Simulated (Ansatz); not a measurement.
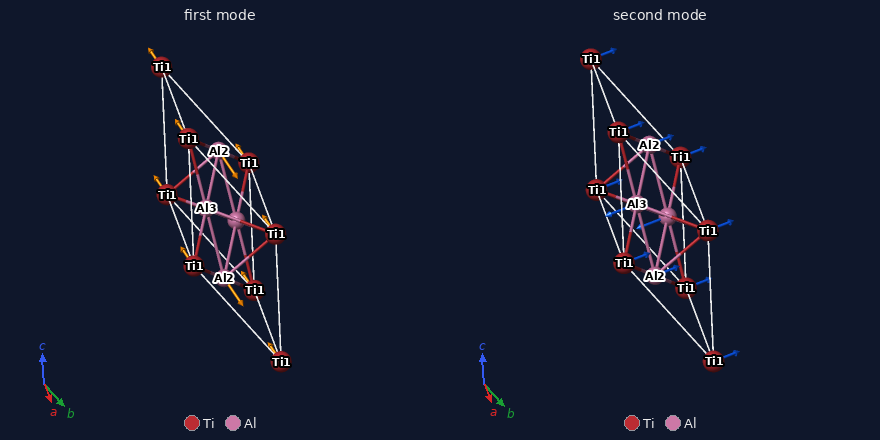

The system is TiAl3 (I4/mmm, No. 139; 4 atoms in the cell); the picture shows the reference structure; its two panels give the patterns of the first and the second mode as arrows. The energy is mapped over two normal modes frozen in (zone-centre modes of the 4-atom cell of this scan). Coordinates scanned: (1) amplitude of mode 4 (196 cm⁻¹), largest displacement; (2) amplitude of mode 5 (220 cm⁻¹), largest displacement. Nothing is relaxed (the cell and all other modes fixed). Grid: 7 × 7 points; 16 points were computed and 33 follow by symmetry. Points are written as (first, second). Energies: meV per cell, counted from the lowest grid point. All numbers below come from Ansatz 0.2.0, DFT PBE, scalar-relativistic, plane waves, PAW. Settings: cutoff 520 eV, k-mesh 14×14×14, gaussian smearing 0.15 eV, no spin polarisation.

Its coordinates:

```xyz
4
Lattice="-1.9226 1.9226 4.3111 1.9226 -1.9226 4.3111 1.9226 1.9226 -4.3111" Properties=species:S:1:pos:R:3 pbc="T T T"
Ti    0.0000    0.0000    0.0000
Al    0.0000    0.0000    4.3111
Al    0.0000    1.9226    2.1556
Al    1.9226    0.0000    2.1556
```

Range: amplitude of mode 4 (196 cm⁻¹), largest displacement from −0.144 to 0.144 Å; amplitude of mode 5 (220 cm⁻¹), largest displacement from −0.085 to 0.085 Å.

What will the energy surface look like?

The lowest grid point is at (0.000 Å, 0.000 Å). It is the only kind of minimum in the scanned range. The highest grid point, (−0.144 Å, −0.085 Å), lies 124 meV above the lowest.

```
second ↓, first →  −0.144  −0.096  −0.048  0.000  0.048  0.096  0.144
            0.085     124      88      67     60     67     88    124
            0.057      89      54      33     27     33     54     89
            0.028      68      34      13      7     13     34     68
            0.000      61      27       7      0      7     27     61
           −0.028      68      34      13      7     13     34     68
           −0.057      89      54      33     27     33     54     89
           −0.085     124      88      67     60     67     88    124
```

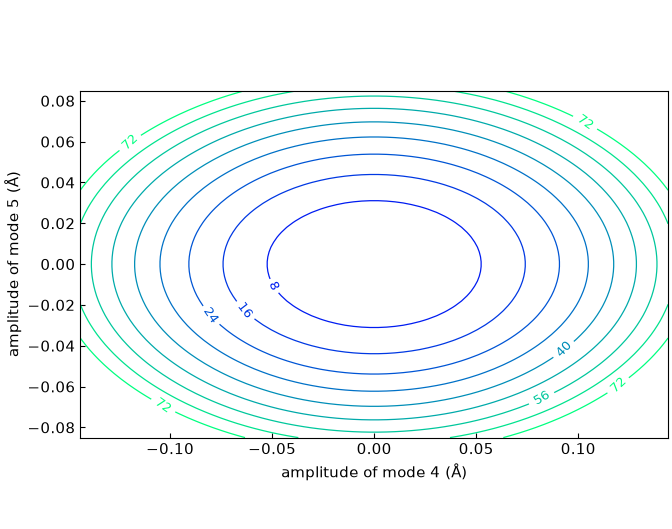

In the figure: contour lines labelled in meV (none above 72). Between grid points the surface is interpolated.

Each point was launched as `ansatz run input.yaml --threads 2 --pin off --max-ram 4096MiB --backend cpu --events-out ev --progress --plain --runs-dir out`. The whole map (16 points run) took 20 min on 2 threads of Arm Neoverse N1, on a shared host.

PAW datasets: the set soft_1.
